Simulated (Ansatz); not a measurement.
MgO

```
CELL_PARAMETERS angstrom
0.00000 6.09910 8.47876
-3.52132 0.00000 0.00000
0.00000 -6.09910 0.00000
ATOMIC_POSITIONS crystal
Mg 0.37633 0.50000 0.20966
Mg 0.87633 0.00000 0.20966
Mg 0.88205 0.50000 0.71539
Mg 0.38205 0.00000 0.71539
Mg 0.62919 0.50000 0.80107
Mg 0.12919 0.00000 0.80107
Mg 0.12919 0.50000 0.29065
Mg 0.62919 0.00000 0.29065
O 0.11863 0.50000 0.94934
O 0.61863 0.00000 0.94934
O 0.61863 0.50000 0.45459
O 0.11863 0.00000 0.45459
O 0.86894 0.50000 0.03561
O 0.36894 0.00000 0.03561
O 0.36832 0.50000 0.53499
O 0.86832 0.00000 0.53499
```

Space group Cm; a point of a scan over the structure, not its minimum; a structure from a database of computed crystals, not necessarily the ambient phase; not relaxed (largest force 0.9 eV/Å); PAW files of the earlier set (soft_1).

Computed with Ansatz, DFT PBE, scalar-relativistic, plane waves, PAW.

### What will maps of the valence pseudo-density and electron localisation function show?

Mg–O (2.03 Å): ρ is about 0.39 e/Å³ halfway; the ELF peaks at about 0.85 in the valence shell of O, 0.6 Å from its nucleus, and is about 0.35 at the midpoint; a closed-shell, largely ionic contact.
Mg–O (2.03 Å): ρ is about 0.39 e/Å³ halfway; the ELF peaks at about 0.85 in the valence shell of O, 0.6 Å from its nucleus, and is about 0.35 at the midpoint; an ionic contact with no shared pair.

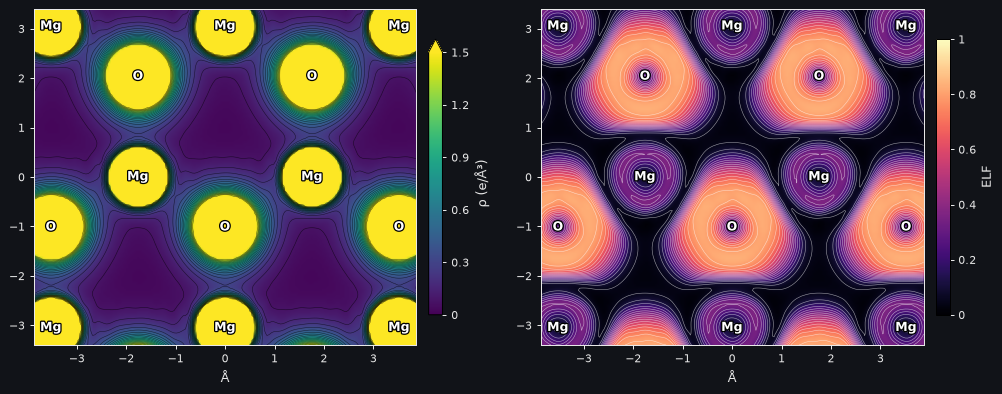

Computed valence pseudo-density and electron localisation function on the (100) plane of the conventional cell, in this order. 
